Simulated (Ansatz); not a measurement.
**Ni2Si: geometry relaxation (part 2 of 2)**

The same run, continued: Ni2Si (P6₃/mmc, 6 atoms in the cell); DFT PBEsol, scalar-relativistic, plane waves, PAW, no spin polarisation (Ansatz 0.2.0); cutoff 420 eV, 12×12×8 k-mesh, Gaussian smearing of 0.1 eV. The structure derives from an entry of the Crystallography Open Database.

Geometry of the input (Å; fractional positions):
```
3.8360  0.0000  0.0000
-1.9180  3.3221  0.0000
0.0000  0.0000  4.9480
Si 0.3333  0.6667  0.7500
Si 0.6667  0.3333  0.2500
Ni 0.0000  0.0000  0.0000
Ni 0.0000  0.0000  0.5000
Ni 0.3333  0.6667  0.2500
Ni 0.6667  0.3333  0.7500
```

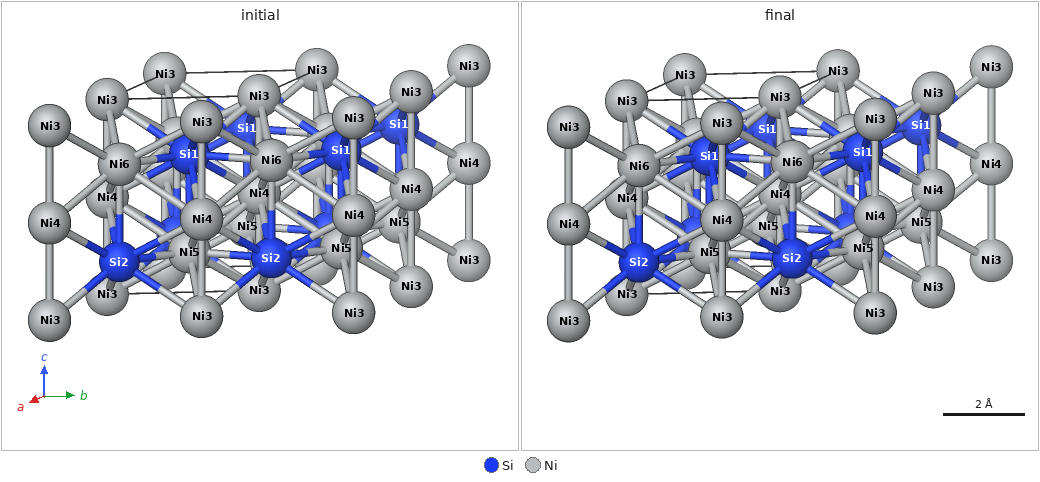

**Figure 1.** Before (left) and after (right) the relaxation, at one scale (ball-and-stick view of the cell of the calculation, repeated 2 × 2 × 1, seen slightly off an axis). No atom moves by more than 0.005 Å relative to the cell. The volume changes by +1.1 %, with a = b 3.836 → 3.868 Å (+0.8 %), c 4.948 → 4.917 Å (−0.6 %). Among the contacts that change: Si1–Ni6 2.215 → 2.233 Å, Ni3–Ni4 2.474 → 2.458 Å, Si1–Ni5 2.474 → 2.458 Å, Ni3–Ni5 2.537 → 2.549 Å. The space group stays P6_3/mmc (No. 194). The energy falls by 14.5 meV per cell of the calculation in 3 geometry steps. All forces vanish by symmetry, so only the cell relaxes. Pressure: 2.88 GPa at the start and −0.01 GPa at the end. A last SCF at the same geometry on a re-selected plane-wave basis shifts the energy by −0.3 meV per cell of the calculation. (Atoms are counted from 1 in the order of the input.)

```
basis re-selected at this cell: Δ(F+E_penalty+E_count) = -2.872e-4 eV, ΔP = +0.003 GPa vs the last step (what re-selecting the basis moved, of the pressure what is left beyond the Pulay correction that the steps carried, after the strain that the cell walked since its last selection, with what the two solves' SCF thresholds leave and, on support functions, any second-order correction that the steps lacked; it is no measure of the basis error at this ecutwfc). This SCF's stress stands 2.40e-2 GPa from its target on what of the cell is left free (relax.cell.stress_tol is 5.00e-2 GPa) and its largest allowed force component is 1.77e-16 eV/Å (relax.f_tol is 5.00e-3 eV/Å): within both
SCF converged after 8 iterations
Free energy (F): -24466.355632 eV
Harris-Foulkes:  -24466.355632 eV  (|F-HF|=0.00e0)
Internal energy: -24466.338175 eV  (E = F + TS)
E sigma→0 (E₀):  -24466.346903 eV
Entropy (-TS):   -0.017457 eV (-2.909 meV/atom)
Fermi energy:    17.653473 eV
--- Per-component energies (eV) ---
  E_band       = -1106.773912
  E_kinetic    = 1233.106079
  E_local      = -15776.825063  (includes V_loc(G=0)·N_el)
  E_nonlocal   = 2601.555564
  E_hartree    = 6745.029278
  E_xc         = -455.348575
  E_vxc        = -541.748857  (∫ρ·V_xc dr)
  E_paw        = -7385.043450  (= ΣΔE_a)
  E_vpaw       = -2112.922125  (= ΣTr[D̂ρ^β])
  E_aug_tail   = 0.001932  (compensation charges beyond the density's cutoff)
  E_ewald      = -11429.666216
  E_core_change = 0.852277  (= ΣΔE_core)
  E_smearing   = -0.017457  (= −TS)
  E_closure    = 0.000000  (closes the sum)
  Σ components = -24466.355632   (vs F -24466.355632, Δ=0.00e0)
--- Forces (eV/Å), atoms counted from 1 ---
  atom   1  Si     0.00000000    -0.00000000     0.00000000
  atom   2  Si     0.00000000     0.00000000    -0.00000000
  atom   3  Ni     0.00000000     0.00000000     0.00000000
  atom   4  Ni     0.00000000     0.00000000     0.00000000
  atom   5  Ni     0.00000000    -0.00000000     0.00000000
  atom   6  Ni     0.00000000     0.00000000    -0.00000000
  max |Σ_I F_I| component: 5.55e-17 eV/Å
--- Stress (GPa, compression-positive) ---
       -0.007135       0.000000       0.000000
        0.000000      -0.007135       0.000000
        0.000000       0.000000      -0.023995
  P = ⅓ Tr σ = -0.0128 GPa (-0.128 kbar)
--- Band table (eV; the first three rows and the last of 95) ---
  k-point 0: bands = ["-85.6223", "-85.6213", "-85.3787", "-85.3657", "-46.2393", "-46.2393", "-46.2349", "-46.2349", "-46.1009", "-46.0972", "-46.0249", "-45.9167", "-45.9167", "-45.9099", "-45.9099", "-45.8862", "4.8040", "9.3277", "11.0147", "12.4170", "12.4170", "13.5934", "13.5934", "13.6510", "13.7751", "13.7751", "14.3014", "14.3014", "15.5874", "15.5874", "15.7197", "16.2414", "16.2414", "16.2568", "16.2568", "16.3364", "17.0136", "17.0136", "17.7960", "20.3738", "20.3794", "20.3794", "20.5341", "20.5341", "20.9299", "21.9422", "21.9422", "23.2785"]
  k-point 1: bands = ["-85.6223", "-85.6213", "-85.3782", "-85.3662", "-46.2391", "-46.2391", "-46.2351", "-46.2351", "-46.1009", "-46.0975", "-46.0195", "-45.9165", "-45.9165", "-45.9101", "-45.9101", "-45.8914", "4.9001", "8.8349", "11.4401", "12.4370", "12.4370", "13.4117", "13.4117", "13.6704", "13.9331", "13.9331", "14.2998", "14.2998", "15.6475", "15.6475", "15.6874", "16.2420", "16.2420", "16.2510", "16.2510", "16.3809", "16.9644", "16.9644", "17.9425", "20.3736", "20.4822", "20.4822", "20.5585", "20.5585", "20.7545", "21.8281", "21.8281", "23.4648"]
  k-point 2: bands = ["-85.6222", "-85.6214", "-85.3768", "-85.3676", "-46.2386", "-46.2386", "-46.2355", "-46.2355", "-46.1008", "-46.0980", "-46.0043", "-45.9157", "-45.9157", "-45.9109", "-45.9109", "-45.9064", "5.1862", "7.9549", "12.1354", "12.4978", "12.4978", "13.1662", "13.1662", "13.6850", "14.1079", "14.1079", "14.2977", "14.2977", "15.6304", "15.8124", "15.8124", "16.2376", "16.2376", "16.2447", "16.2447", "16.3462", "16.8236", "16.8236", "18.5109", "20.4143", "20.4145", "20.6345", "20.6345", "20.7870", "20.7870", "21.5581", "21.5581", "23.7554"]
  k-point 94: bands = ["-85.6215", "-85.6215", "-85.3725", "-85.3725", "-46.2400", "-46.2400", "-46.2379", "-46.2379", "-46.1029", "-46.1029", "-45.9532", "-45.9532", "-45.9170", "-45.9170", "-45.9062", "-45.9062", "8.7319", "8.7319", "10.8023", "10.8023", "11.6152", "11.6152", "13.6613", "13.6613", "14.4114", "14.4114", "14.7017", "14.7017", "15.0591", "15.0591", "15.3237", "15.3237", "15.9347", "15.9347", "16.2635", "16.2635", "16.3253", "16.3253", "16.4829", "16.4829", "17.4371", "17.4371", "23.1861", "23.1861", "23.8679", "23.8679", "25.5963", "25.5963"]
--- Relaxed structure (4 steps of the walk, 4 accepted, 1 SCFs on fresh bases) ---
  F+E_penalty+E_count = -24466.35563153 eV   max|allowed force component| = 1.773e-16 eV/Å   (the final SCF, on the basis selected at the relaxed cell)
  cell:  # Å, volume = 63.7245 Å³
    - [3.86846365677561, 2.4748673402143077e-34, 4.795055471665221e-34]
    - [-1.934231828387805, 3.3501878003845236, -2.542297482105948e-35]
    - [6.185073960002681e-34, 3.192296237420739e-34, 4.91698527681915]
  atoms:
    - { symbol: Si, position: [0.33333333333333337, 0.6666666666666667, 0.7500000000000001] }
    - { symbol: Si, position: [0.6666666666666666, 0.33333333333333337, 0.25000000000000006] }
    - { symbol: Ni, position: [-2.58900343473866e-36, -3.8649169437660013e-35, -3.9066999892593765e-38] }
    - { symbol: Ni, position: [-3.347116256818271e-35, -1.0691058840368783e-50, 0.5000000000000001] }
    - { symbol: Ni, position: [0.33333333333333337, 0.6666666666666667, 0.25000000000000006] }
    - { symbol: Ni, position: [0.6666666666666666, 0.33333333333333337, 0.7500000000000001] }
```

Trajectory as extended XYZ (Å, eV, eV/Å), 5 frames, from step=1 to step=5
```
6
Lattice="3.8360 0.0000 0.0000 -1.9180 3.3221 0.0000 0.0000 0.0000 4.9480" Properties=species:S:1:pos:R:3:forces:R:3 step=1 energy=-24466.34088 pressure_GPa=2.88
Si    0.0000    2.2147    3.7110    0.0000   0.0000   0.0000
Si    1.9180    1.1074    1.2370    0.0000   0.0000   0.0000
Ni    0.0000    0.0000    0.0000    0.0000   0.0000   0.0000
Ni    0.0000    0.0000    2.4740    0.0000   0.0000   0.0000
Ni    0.0000    2.2147    1.2370    0.0000   0.0000   0.0000
Ni    1.9180    1.1074    3.7110    0.0000   0.0000   0.0000
6
Lattice="3.8502 0.0000 0.0000 -1.9251 3.3344 0.0000 0.0000 0.0000 4.9397" Properties=species:S:1:pos:R:3:forces:R:3 step=2 energy=-24466.35073 pressure_GPa=1.35
Si    0.0000    2.2229    3.7048    0.0000   0.0000   0.0000
Si    1.9251    1.1115    1.2349    0.0000   0.0000   0.0000
Ni    0.0000    0.0000    0.0000    0.0000   0.0000   0.0000
Ni    0.0000    0.0000    2.4698    0.0000   0.0000   0.0000
Ni    0.0000    2.2229    1.2349    0.0000   0.0000   0.0000
Ni    1.9251    1.1115    3.7048    0.0000   0.0000   0.0000
6
Lattice="3.8678 0.0000 0.0000 -1.9339 3.3496 0.0000 0.0000 0.0000 4.9192" Properties=species:S:1:pos:R:3:forces:R:3 step=3 energy=-24466.35533 pressure_GPa=-0.03
Si    0.0000    2.2331    3.6894    0.0000   0.0000   0.0000
Si    1.9339    1.1165    1.2298    0.0000   0.0000   0.0000
Ni    0.0000    0.0000    0.0000    0.0000   0.0000   0.0000
Ni    0.0000    0.0000    2.4596    0.0000   0.0000   0.0000
Ni    0.0000    2.2331    1.2298    0.0000   0.0000   0.0000
Ni    1.9339    1.1165    3.6894    0.0000   0.0000   0.0000
6
Lattice="3.8685 0.0000 0.0000 -1.9342 3.3502 0.0000 0.0000 0.0000 4.9170" Properties=species:S:1:pos:R:3:forces:R:3 step=4 energy=-24466.35534 pressure_GPa=-0.02
Si    0.0000    2.2335    3.6877    0.0000   0.0000   0.0000
Si    1.9342    1.1167    1.2292    0.0000   0.0000   0.0000
Ni    0.0000    0.0000    0.0000    0.0000   0.0000   0.0000
Ni    0.0000    0.0000    2.4585    0.0000   0.0000   0.0000
Ni    0.0000    2.2335    1.2292    0.0000   0.0000   0.0000
Ni    1.9342    1.1167    3.6877    0.0000   0.0000   0.0000
6
Lattice="3.8685 0.0000 0.0000 -1.9342 3.3502 0.0000 0.0000 0.0000 4.9170" Properties=species:S:1:pos:R:3:forces:R:3 step=5 energy=-24466.35563 pressure_GPa=-0.01
Si    0.0000    2.2335    3.6877    0.0000   0.0000   0.0000
Si    1.9342    1.1167    1.2292    0.0000   0.0000   0.0000
Ni    0.0000    0.0000    0.0000    0.0000   0.0000   0.0000
Ni    0.0000    0.0000    2.4585    0.0000   0.0000   0.0000
Ni    0.0000    2.2335    1.2292    0.0000   0.0000   0.0000
Ni    1.9342    1.1167    3.6877    0.0000   0.0000   0.0000
```

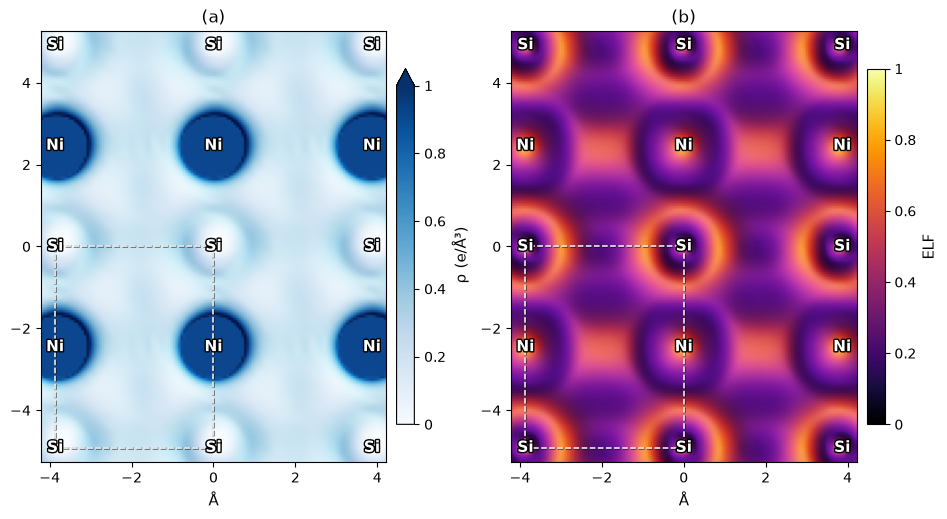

**Figure 2.** (a) valence electron density; (b) ELF on the (010) plane of the conventional cell. The section cuts through Si and Ni sites. Si–Ni (2.46 Å): the density is about 0.36 e/Å³ at the midpoint; the ELF is about 0.40 at the midpoint. Away from the nuclei the density in this plane falls to 0.23 e/Å³ at its lowest. The strong features right at Ni lie inside the PAW spheres (semicore, d or f shells) and say nothing about bonding. Core electrons are frozen (PAW), so the fields are smoothed inside the atomic spheres.

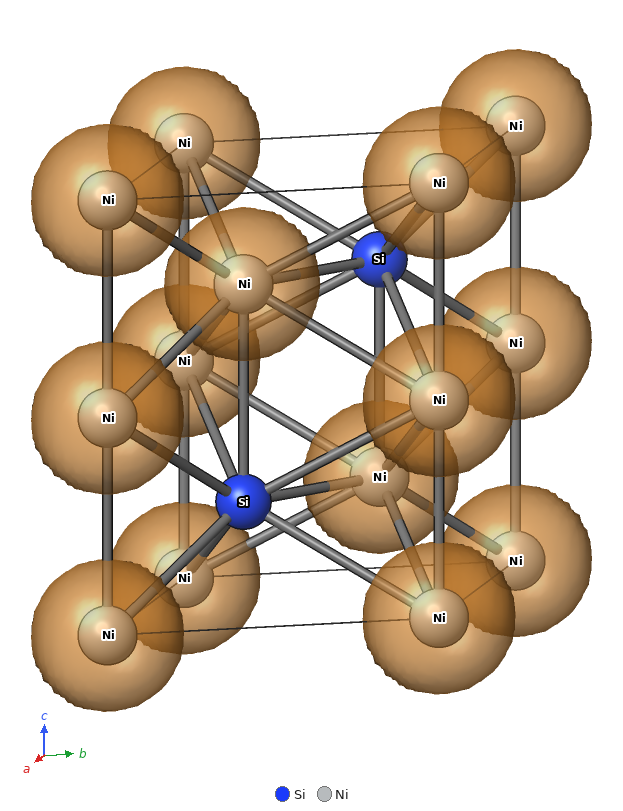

**Figure 3.** Isosurface of the valence electron density at 0.8 e/Å³ (orange), seen slightly off an axis. Sticks mark near contacts. The outline is the cell set on symmetry axes. At this value the density breaks into separate islands; it holds about 75 % of the electrons treated as valence (semicore included). It is pinched off along the Si–Ni (2.23 Å), Ni–Ni (2.46 Å), Si–Ni (2.46 Å) and Si–Ni (2.55 Å) contacts. On the grid the lowest density along these lines, outside the cores, is 0.48 e/Å³ (Si–Ni, 2.23 Å), 0.35 e/Å³ (Ni–Ni, 2.46 Å), 0.34 e/Å³ (Si–Ni, 2.46 Å) and 0.33 e/Å³ (Si–Ni, 2.55 Å).

Key numbers

| quantity | value |
| --- | --- |
| outcome | converged |
| space group (tolerance 0.01 Å) | P6₃/mmc (194) |
| electrons treated | 80 |
| free energy | −24466.3556 eV |
| Fermi energy | 17.653 eV |
| gap on the k-point mesh | none (metallic) |
| pressure | −0.01 GPa |
| final volume | 63.72 Å³ |
| largest force (length of the vector) at the end | under 0.001 eV/Å |
| final cell | a = 3.868 Å, b = 3.868 Å, c = 4.917 Å, α = 90.00°, β = 90.00°, γ = 120.00° |
| wall time | 51 s (CPU time 100 s) |
| peak memory | 0.51 GiB |

The run has no spin polarisation, so a magnetic state may lie lower.
